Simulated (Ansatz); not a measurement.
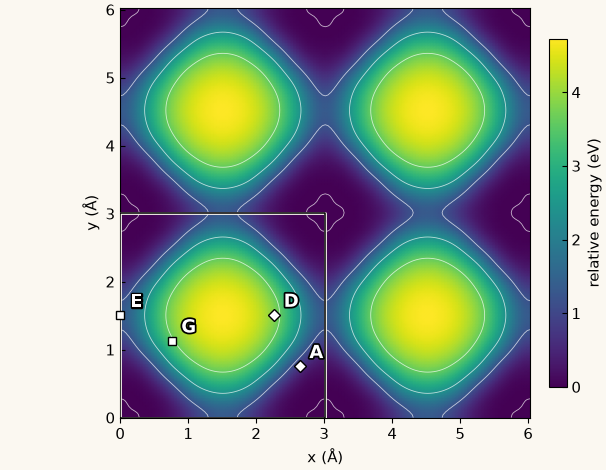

C on a TiC(100) slab cut from the Fm-3m phase, its upper half relaxed before the scan (24 atoms of substrate and one adsorbate in a 2 × 2 cell). C is moved over the surface cell; relaxed at each place: the height of the adsorbate's atoms; substrate rigid; the origin of the map has the adsorbate above C21. Places are given modulo a cell vector. The map is drawn in real space over the plane of the surface. The scan uses an 8 × 8 grid; 15 points were computed and 49 follow by symmetry. Places are given in fractions of the 1 × 1 surface cell. All energies are given in eV relative to the lowest grid point. Computed with DFT LDA, scalar-relativistic, plane waves, PAW (Ansatz 0.2.0). Settings: cutoff 420 eV, k-mesh 5×5×1, gaussian smearing 0.1 eV, no spin polarisation.

In the figure: a smooth colour map with a few white contour lines, the outline of one cell of the 2 × 2 shown, lettered points. Between grid points the surface is interpolated.

Is D the lowest point of the computed grid?

Answer. No. D lies 3.84 eV above the lowest grid point, which is at the top site over a surface C atom, (0/8, 0/8) of the cell vectors.

Rank the lettered points by energy, lowest first.

Answer. A (0.76 eV), E (1.33 eV), G (3.49 eV), D (3.84 eV).

What kind of point is each of D, E, G: minimum, saddle, maximum or slope?

Answer. D: on a slope; E: saddle point; G: on a slope. (In these two coordinates alone; a stationary point may lie a little off the grid point.)
